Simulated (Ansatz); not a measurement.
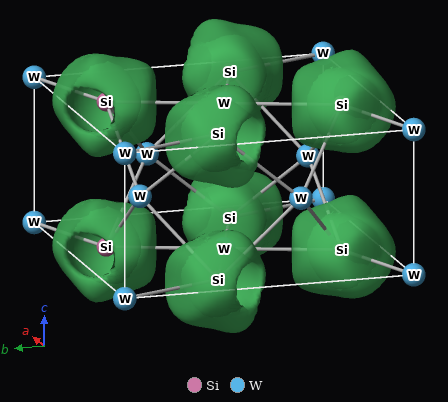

Si₂W₃. Isosurface of the electron localisation function at 0.6 (green), seen at an oblique angle. Only the valence region is drawn (cores and ρ < 0.01 e/Å³ removed). Sticks mark near contacts.

Space group P4/mbm; a structure from a database of computed crystals, not necessarily the ambient phase; changed on purpose from its base cell (strain +0.0050 x Voigt [1, 1, 0, 0, 0, 0], atoms carried along); computed pressure about −3 GPa in this cell.

Computed with DFT PBE, scalar-relativistic, plane waves, PAW (Ansatz).

```
CELL_PARAMETERS angstrom
6.66318 0.00000 0.00000
0.00000 6.66318 0.00000
0.00000 0.00000 3.31232
ATOMIC_POSITIONS crystal
Si 0.13423 0.63423 0.00000
Si 0.86577 0.36577 0.00000
Si 0.63423 0.86577 0.00000
Si 0.36577 0.13423 0.00000
W 0.50000 0.50000 0.00000
W 0.00000 0.00000 0.00000
W 0.65951 0.15951 0.50000
W 0.34049 0.84049 0.50000
W 0.15951 0.34049 0.50000
W 0.84049 0.65951 0.50000
```

> What do the ELF domains correspond to?

At this value the surface marks out four regions wrapped around Si (the valence shell of each), counted in one cell of 10 atoms. Regions shared between cells count once. Profiles from the grid: Si–Si (2.53 Å): the ELF peaks at about 0.50 in the valence shell of Si, 1.0 Å from its nucleus, and is about 0.50 at the midpoint. Si–W (2.55 Å): the ELF peaks at about 0.65 in the valence shell of Si, 0.9 Å from its nucleus, and is about 0.40 at the midpoint.

> Metal or insulator at this level of theory?

It is metallic or semimetallic at this level of theory: no gap opens.
